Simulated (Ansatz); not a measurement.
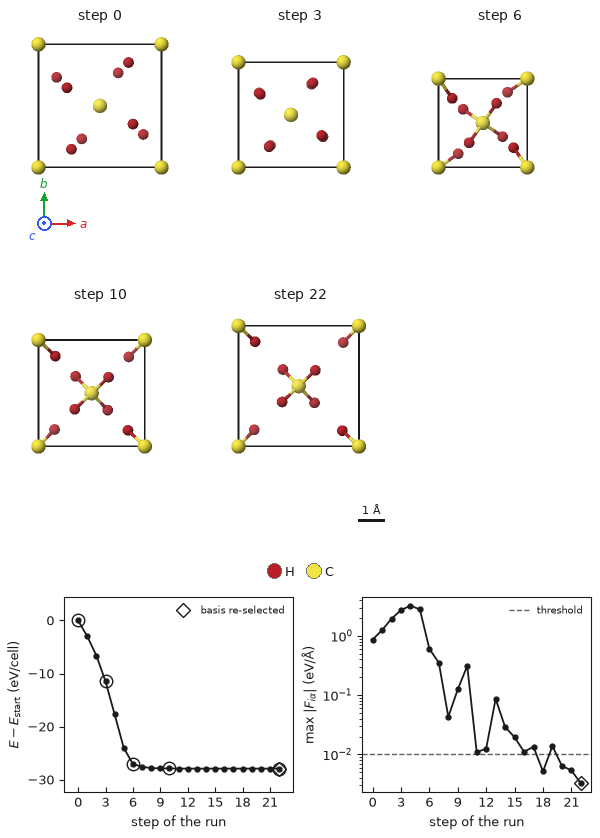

Frames of a relaxation of crystalline H4C (built on the Pd4S-114 type type), marked on the history of the run. Style: ball-and-stick. Shown: the cell of the calculation, along the c axis.

Level of theory: Ansatz, DFT, PBEsol, plane waves, PAW. (plane-wave cutoff 420 eV; k-point mesh 4 × 4 × 4; occupations fermi dirac; smearing width 0.03 eV; no spin polarisation; cell and atoms relaxed; force threshold 0.01 eV/Å; at most 120 steps)

> What happens along the run?

Over 21 accepted moves (22 points after the start) the energy falls by 27.904 eV per cell of the calculation. Largest force component: 0.87 eV/Å at the start, 0.0032 eV/Å at the end. Pressure: −21.25 GPa at the start and −0.04 GPa at the end. The SCF was repeated once at an unchanged geometry on a basis and grid sized afresh for the cell, which shifted the energy by 8.8 meV per cell of the calculation at most. The largest moves relative to the cell, 1.15 Å, are those of H atoms. C stays in place. The drawn cell changes as follows: a = b 4.815 → 4.715 Å (−2.1 %), c 5.257 → 5.139 Å (−2.2 %); the volume changes by −6.3 %. Some distances before and after: C–H 2.194 → 1.099 Å. New bonds form, among them: C–H (2.19 → 1.10 Å). The space group stays P-42_1c (No. 114). The run took 20 s on 4 threads of Arm Neoverse V1 (shared host), peak memory 0.42 GiB. From step 0 to 3: H atoms move most (0.22 Å), volume −34.8 %, energy −11.469 eV per cell of the calculation. From step 3 to 6: H atoms move most (0.37 Å), volume −31.0 %, energy −15.584 eV per cell of the calculation. From step 6 to 10: H atoms move most (0.30 Å), volume +71.6 %, energy −0.820 eV per cell of the calculation. From step 10 to 22: H atoms move most (0.14 Å), volume +21.3 %, energy −30.2 meV per cell of the calculation.

Limits of the set-up: layers or molecules are held without a dispersion correction, so their spacing is unreliable.
